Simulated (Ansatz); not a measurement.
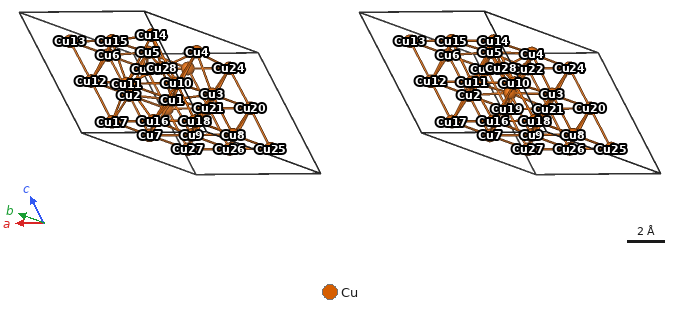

Two geometries of a defect cell of composition Cu, drawn at one scale. One is the start of a relaxation, the other its converged end. A ball-and-stick model of the cell of the calculation, reduced to other axes (origin shifted), seen from a free direction. Lengths and directions refer to the drawn axes.

All numbers below come from DFT r2SCAN, scalar-relativistic, plane waves, PAW in Ansatz 0.2.0. (plane-wave cutoff 500 eV; k-point mesh 4 × 4 × 4; occupations gaussian; smearing width 0.1 eV; no spin polarisation; atoms relaxed in a fixed cell; force threshold 0.025 eV/Å; at most 45 steps)

Which geometry has the lower energy?

The left one is the relaxed one. Case: Cu interstitial, charge +0, atoms relaxed at the host's cell. Cu1 moves most: 0.39 Å along [1 −1 −3]. The lattice vectors keep their values. Among the contacts that change: Cu5–Cu14 2.489 → 2.986 Å, Cu4–Cu14 2.509 → 2.994 Å, Cu1–Cu5 2.493 → 2.973 Å, Cu1–Cu11 2.548 → 3.014 Å. Bond angles that change, for instance: Cu1–Cu28–Cu14 168.7° → 177.0°, Cu4–Cu28–Cu5 83.0° → 87.9°, Cu1–Cu28–Cu5 83.8° → 88.4°. The energy falls by 8.710 eV per cell of the calculation in 3 accepted moves (4 points after the start). The largest force component goes from 17 to 0.0083 eV/Å. 1 step only repeated the SCF at the same geometry.

Limits of the set-up: the periodic images lie only 7.6 Å apart, so the values are limited by the cell's size.
